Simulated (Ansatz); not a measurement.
**Run report: Pt, single-point calculation (part 1 of 2)**

Pt (Fm-3m, 27 atoms in the cell), computed with DFT PBE, scalar-relativistic, plane waves, PAW, no spin polarisation (Ansatz 0.2.0).

The structure derives from a Materials Project entry. It belongs to a series of runs on one base structure; here: the perfect crystal in a cell of 27 atoms.

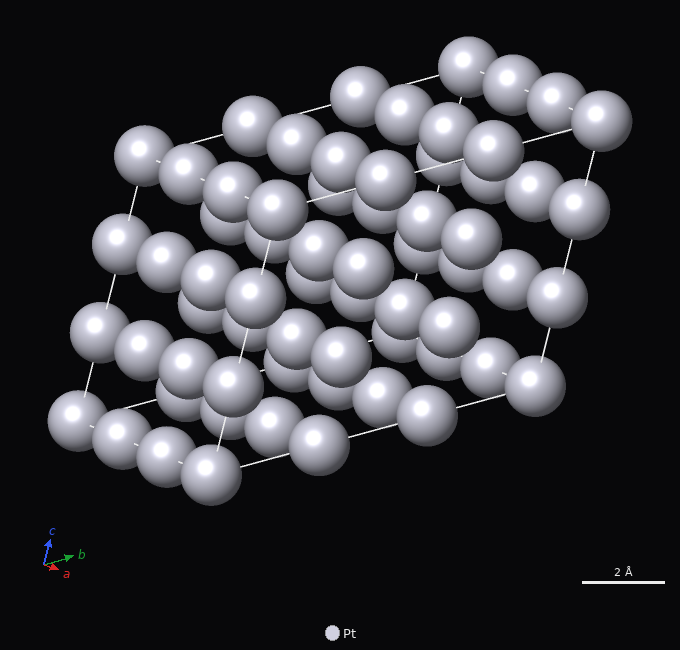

Fig. 1: The structure as given in the input (spheres-only view of the cell of the calculation, seen slightly off an axis).

## Input file
```yaml
crystal:
  lattice:
    - [-5.9553460791, -5.9553460791, 0.0]
    - [-5.9553460791, 0.0, -5.9553460791]
    - [0.0, -5.9553460791, -5.9553460791]
  atoms:
    - { symbol: Pt, position: [0.6666666667, 0.6666666667, 0.6666666667] }
    - { symbol: Pt, position: [0.3333333333, 0.6666666667, 0.6666666667] }
    - { symbol: Pt, position: [0.0, 0.6666666667, 0.6666666667] }
    - { symbol: Pt, position: [0.6666666667, 0.3333333333, 0.6666666667] }
    - { symbol: Pt, position: [0.3333333333, 0.3333333333, 0.6666666667] }
    - { symbol: Pt, position: [0.0, 0.3333333333, 0.6666666667] }
    - { symbol: Pt, position: [0.6666666667, 0.0, 0.6666666667] }
    - { symbol: Pt, position: [0.3333333333, 0.0, 0.6666666667] }
    - { symbol: Pt, position: [0.0, 0.0, 0.6666666667] }
    - { symbol: Pt, position: [0.6666666667, 0.6666666667, 0.3333333333] }
    - { symbol: Pt, position: [0.3333333333, 0.6666666667, 0.3333333333] }
    - { symbol: Pt, position: [0.0, 0.6666666667, 0.3333333333] }
    - { symbol: Pt, position: [0.6666666667, 0.3333333333, 0.3333333333] }
    - { symbol: Pt, position: [0.3333333333, 0.3333333333, 0.3333333333] }
    - { symbol: Pt, position: [0.0, 0.3333333333, 0.3333333333] }
    - { symbol: Pt, position: [0.6666666667, 0.0, 0.3333333333] }
    - { symbol: Pt, position: [0.3333333333, 0.0, 0.3333333333] }
    - { symbol: Pt, position: [0.0, 0.0, 0.3333333333] }
    - { symbol: Pt, position: [0.6666666667, 0.6666666667, 0.0] }
    - { symbol: Pt, position: [0.3333333333, 0.6666666667, 0.0] }
    - { symbol: Pt, position: [0.0, 0.6666666667, 0.0] }
    - { symbol: Pt, position: [0.6666666667, 0.3333333333, 0.0] }
    - { symbol: Pt, position: [0.3333333333, 0.3333333333, 0.0] }
    - { symbol: Pt, position: [0.0, 0.3333333333, 0.0] }
    - { symbol: Pt, position: [0.6666666667, 0.0, 0.0] }
    - { symbol: Pt, position: [0.3333333333, 0.0, 0.0] }
    - { symbol: Pt, position: [0.0, 0.0, 0.0] }
basis:
  ecutwfc: 420
  xc_grid: 2
kpoints:
  mp_grid: { grid: [4, 4, 4], shift: [0.0, 0.0, 0.0] }
hamiltonian:
  xc: pbe
scf:
  occupations: { method: gaussian, width: 0.1 }
output:
  forces: true
  stress: true
  eigenvalues: true
  write_density: true
  write_potential: true
  elf: true
  volumetric_format: npy
```

Machine: 4 threads of Intel Xeon @ 2.70GHz, 189 GiB of memory available, shared host.

Launch command:
```bash
ansatz run input.yaml --threads 4 --pin off --max-ram 8192MiB --backend cpu --events-out ev --progress --plain --runs-dir out
```

## The program's output
```
Engine: ansatz 0.2.0, x86_64-unknown-linux-gnu
Pseudopotentials: kind: paw
Pseudopotential: Pt, paw, valence charge 18, recommended cutoff 420 eV (normal), Pt.paw.azcp
Functional definition: PBE
  parameter kappa = 0.804
  parameter beta = 0.06672455060314922
  exchange = pbe_x(kappa = kappa, mu = beta*pi^2/3)
  correlation = pbe_c(beta = beta)
Crystal: 27 atoms, lattice volume = 422.426 Å³
Basis set: ecut = 420 eV, 8363 PW (Γ), exchange–correlation on 120×120×120 points (8 copies of the dense FFT grid, shifted against one another)
Bands: 292, of which v1, the nominal top of the filled ones, is band 243 counted from 1 (242 counted from 0)
Symmetry: 1296 space group operations
Space group: Fm-3m (ITA 225), of the structure as read, at distance tolerance 7.5e-5 Å
k-points: 8 of 64
Non-local potential: Pt, projectors of the file, l = 0: 3, l = 1: 2, l = 2: 2, l = 3: 1
PAW form: soft (Blöchl's): semilocal exchange-correlation on the pseudo side does not see the compensation charge
PAW one-centre angular grid: Pt, 590 points (default); XC on 64 Gauss nodes
Initial density: superposition of atomic densities (neutral atoms: chi_scale 0, normalization atom), corrected by the library's trained network
Initial wavefunctions: pseudopotential atomic-orbital guess
Functional: x = pbe(κ = 0.804, μ = 0.2195149727645171), c = pbe(β = 0.06672455060314922)
SCF iter   1: F=—  HF=-338121.575117 eV  |F-HF|=—  |Δ(HF+E_count)|=         —  Δρ=3.26e-3  dr2=7.10e-3  ethr=1.77e-3  ⟨swp⟩=5.0  Hψ=7391  notcnv=0  defer=163
preconditioner: auto → Kerker (q_TF=auto, 2.793 Å⁻¹)  [metal: Δε(μ)=0.004 eV  Ē_g=8.274 eV  σ=0.100 eV  W_gap=0.02  n_scr=168 (ndim 8)  ℏωp=29.7 eV  f_vac=0.000  D(μ)=57.95/eV (n_scr^D=892)]
SCF iter   2: F=—  HF=-338121.598234 eV  |F-HF|=—  |Δ(HF+E_count)|=   2.31e-2  Δρ=1.79e-3  dr2=2.13e-3  ethr=1.46e-6  ⟨swp⟩=3.0  Hψ=4780  notcnv=0  defer=179
SCF iter   3: F=—  HF=-338121.603354 eV  |F-HF|=—  |Δ(HF+E_count)|=   5.12e-3  Δρ=1.27e-4  dr2=2.09e-5  ethr=4.38e-7  ⟨swp⟩=2.0  Hψ=3116  notcnv=0  defer=179
SCF iter   4: F=—  HF=-338121.604296 eV  |F-HF|=—  |Δ(HF+E_count)|=   9.42e-4  Δρ=4.73e-5  dr2=4.20e-6  ethr=4.31e-9  ⟨swp⟩=2.1  Hψ=3504  notcnv=0  defer=179
SCF iter   5: F=—  HF=-338121.604297 eV  |F-HF|=—  |Δ(HF+E_count)|=   1.15e-6  Δρ=1.45e-5  dr2=5.51e-7  ethr=8.63e-10  ⟨swp⟩=2.0  Hψ=2613  notcnv=0  defer=179
SCF iter   6: F=-338121.604297 eV  HF=-338121.604297 eV  |F-HF|=5.12e-9  |Δ(HF+E_count)|=   2.65e-8  Δρ=3.31e-6  dr2=3.69e-8  ethr=2.06e-11  ⟨swp⟩=10.2  Hψ=13526  notcnv=0
SCF 1 converged in 6 iterations: F = -338121.604297 eV  dr2 = 3.69e-8
  greatest PAW one-centre occupation: 1.000 electrons in one spin orbital (limit 2), on the Pt atom at site 26 (counted from 0), in its partial waves of l = 0
```

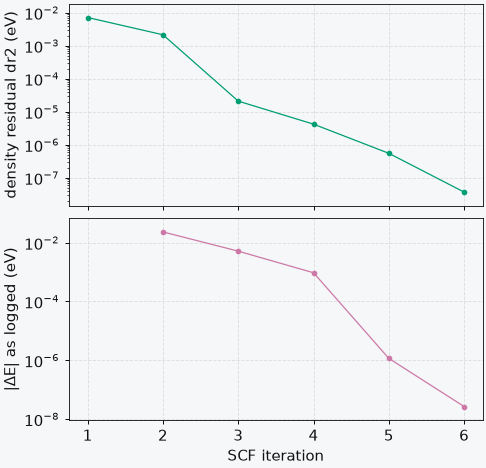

Fig. 2: Convergence of the self-consistent field: density residual dr2 and size of the energy change against the SCF iteration. The residual falls at every step.

```
SCF converged after 6 iterations
Free energy (F): -338121.604297 eV
Harris-Foulkes:  -338121.604297 eV  (|F-HF|=5.12e-9)
Internal energy: -338121.314406 eV  (E = F + TS)
E sigma→0 (E₀):  -338121.459352 eV
Entropy (-TS):   -0.289891 eV (-10.737 meV/atom)
Fermi energy:    22.303586 eV
--- Per-component energies (eV) ---
  E_band       = -3919.973935
  E_kinetic    = 17201.381924
  E_local      = -40767.447016  (includes V_loc(G=0)·N_el)
  E_nonlocal   = 5396.110184
  E_hartree    = 15102.202042
  E_xc         = -7063.258672
  E_vxc        = -8170.271925  (∫ρ·V_xc dr)
  E_paw        = -255255.699368  (= ΣΔE_a)
  E_vpaw       = -7784.177105  (= ΣTr[D̂ρ^β])
  E_aug_tail   = 0.005501  (compensation charges beyond the density's cutoff)
  E_ewald      = -72734.609000
  E_smearing   = -0.289891  (= −TS)
  E_closure    = 0.000000  (closes the sum)
  Σ components = -338121.604297   (vs F -338121.604297, Δ=0.00e0)
--- Forces (eV/Å), atoms counted from 1 ---
  atom   1  Pt    -0.00000000    -0.00000000    -0.00000000
  atom   2  Pt    -0.00000000    -0.00000000     0.00000000
  atom   3  Pt    -0.00000000     0.00000000     0.00000000
  atom   4  Pt    -0.00000000    -0.00000000    -0.00000000
  atom   5  Pt    -0.00000000     0.00000000    -0.00000000
  atom   6  Pt    -0.00000000     0.00000000     0.00000000
  atom   7  Pt    -0.00000000    -0.00000000    -0.00000000
  atom   8  Pt    -0.00000000    -0.00000000     0.00000000
  atom   9  Pt    -0.00000000     0.00000000     0.00000000
  atom  10  Pt    -0.00000000    -0.00000000    -0.00000000
  atom  11  Pt    -0.00000000    -0.00000000     0.00000000
  atom  12  Pt    -0.00000000     0.00000000     0.00000000
  atom  13  Pt    -0.00000000    -0.00000000     0.00000000
  atom  14  Pt    -0.00000000    -0.00000000     0.00000000
  atom  15  Pt    -0.00000000     0.00000000    -0.00000000
  atom  16  Pt    -0.00000000    -0.00000000    -0.00000000
  atom  17  Pt    -0.00000000    -0.00000000    -0.00000000
  atom  18  Pt    -0.00000000     0.00000000     0.00000000
  atom  19  Pt    -0.00000000    -0.00000000    -0.00000000
  atom  20  Pt    -0.00000000    -0.00000000    -0.00000000
  atom  21  Pt    -0.00000000     0.00000000     0.00000000
  atom  22  Pt    -0.00000000    -0.00000000    -0.00000000
  atom  23  Pt    -0.00000000     0.00000000    -0.00000000
  atom  24  Pt    -0.00000000     0.00000000     0.00000000
  atom  25  Pt    -0.00000000    -0.00000000     0.00000000
  atom  26  Pt    -0.00000000     0.00000000     0.00000000
  atom  27  Pt    -0.00000000     0.00000000     0.00000000
  max |Σ_I F_I| component: 6.70e-27 eV/Å
--- Stress (GPa, compression-positive) ---
        0.109627      -0.000000       0.000000
        0.000000       0.109627       0.000000
       -0.000000      -0.000000       0.109627
  P = ⅓ Tr σ = 0.1096 GPa (1.096 kbar)
--- Band table (eV; the first three rows and the last of 8) ---
  k-point 0: bands = ["-76.0742", "-76.0534", "-76.0534", "-76.0534", "-76.0534", "-76.0534", "-76.0534", "-76.0534", "-76.0534", "-76.0465", ... 82 levels left out ..., "-30.1377", "-30.1377", "-30.1377", "-30.1377", "-30.1377", "-30.1377", "-30.1377", "-30.1377", "-30.1377", "-30.1377", "-30.1377", "-30.1377", "-30.1377", "-30.0922", "-30.0922", "-30.0922", "12.4566", "15.1297", "15.1297", "15.1297", "15.1297", "15.1297", "15.1297", "15.1297", "15.1297", "15.8286", "15.8286", "15.8286", "15.8286",
      "15.8286", "15.8286", "16.5910", "16.5910", "16.5910", "16.5910", "16.5910", "16.5910", "16.7437", "16.7437", "16.7437", "16.7437", "16.7437", "16.7437", "16.7437", "16.7437", "16.7437", "16.7437", "16.7437", "16.7437", "17.6753", "17.6753", "17.6753", "17.6753", "17.6753", "17.6753", "17.6753", "17.6753", "17.6753", "17.6753", "17.6753", "17.6753", "18.7105", "18.7105", "18.7105", "18.7972", "18.7972", "18.7972", "18.7972", "18.7972",
      "18.7972", "18.7972", "18.7972", "18.7972", "18.7972", "18.7972", "18.7972", "18.8987", "18.8987", "18.8987", "18.8987", "18.8987", "18.8987", "18.8987", "18.8987", "18.8987", "18.8987", "18.8987", "18.8987", "18.8987", "18.8987", "18.8987", "18.8987", "19.1954", "19.1954", "19.1954", "19.1954", "19.1954", "19.1954", "19.1954", "19.1954", "20.3078", "20.3078", "20.3078", "20.3078", "20.3078", "20.3078", "20.5133", "20.5133", "20.5133",
      "20.5133", "20.5133", "20.5133", "20.5133", "20.5133", "20.5133", "20.5133", "20.5133", "20.5133", "20.7458", "20.7458", "21.3284", "21.3284", "21.3284", "21.3284", "21.3284", "21.3284", "21.3284", "21.3284", "21.3284", "21.3284", "21.3284", "21.3284", "21.5128", "21.5128", "21.5128", "21.5128", "21.5128", "21.5128", "21.5128", "21.5128", "21.5128", "21.5128", "21.5128", "21.5128", "21.5128", "21.5128", "21.5128", "21.5128", "21.6939",
      "21.6939", "21.6939", "21.6939", "21.6939", "21.6939", "21.6939", "21.6939", "21.6939", "21.6939", "21.6939", "21.6939", "21.8696", "21.8696", "21.8696", "21.8696", "21.8696", "21.8696", "26.5091", "26.5091", "26.5091", "26.5091", "26.5091", "26.5091", "26.5091", "26.5091", "26.5091", "26.5091", "26.5091", "26.5091", "30.8234", "30.8234", "30.8234", "30.8234", "30.8234", "30.8234", "30.8234", "30.8234", "30.8234", "30.8234", "30.8234",
      "30.8234", "31.7153", "31.7153", "31.7153", "31.7153", "31.7153", "31.7153", "31.7153", "31.7153", "31.7153", "31.7153"]
```
